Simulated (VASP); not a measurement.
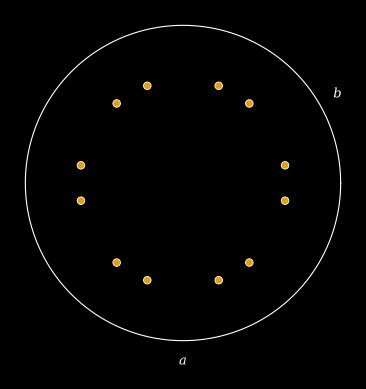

Stereographic projection: filled dots lie in the upper hemisphere, open rings in the lower. The c axis points at the viewer. The poles are all faces of one general form. Computed from the symmetry operations of a computed or model structure of composition BN.

### Which point group is this?

6mm (C6v), order 12, hexagonal system: one sixfold axis, six mirror planes.

### Can such a crystal be piezoelectric, pyroelectric or chiral?

It is not centrosymmetric; polar, so pyroelectricity and piezoelectricity are allowed; it is not chiral.
